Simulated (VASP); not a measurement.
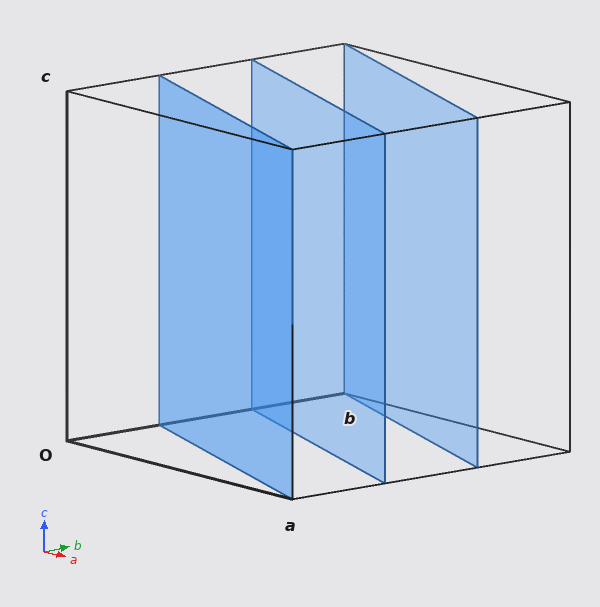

For Cu3Au, coordinates from a relaxation with VASP 6.6.1, VASP Kohn-Sham DFT of a periodic cell, PW91, VASP PAW PBE potentials, recommended: every member of one family of equally spaced planes, hx + ky + lz = a whole number, that cuts the unit cell is shaded (one member passes through the origin O, touching the cell only at an edge or corner). The drawing is computed from the coordinates (standard cell, symmetry found to 0.002 Å).

a = 3.788 Å, b = 3.788 Å, c = 3.788 Å, α = 90.00°, β = 90.00°, γ = 90.00°.

Q: Index the planes.

A: (1 3 0); the opposite sign names the same planes. The member next to the origin meets the axes a at 1, b at 1/3, c never.

Q: What is the spacing?

A: d = 1.198 Å.

Q: The space group is Pm-3m, No. 221. How many reflections hkl are equivalent to this one (itself included), and does it occur?

A: 24 reflections are equivalent in the Laue class m-3m. The space group allows the reflection.
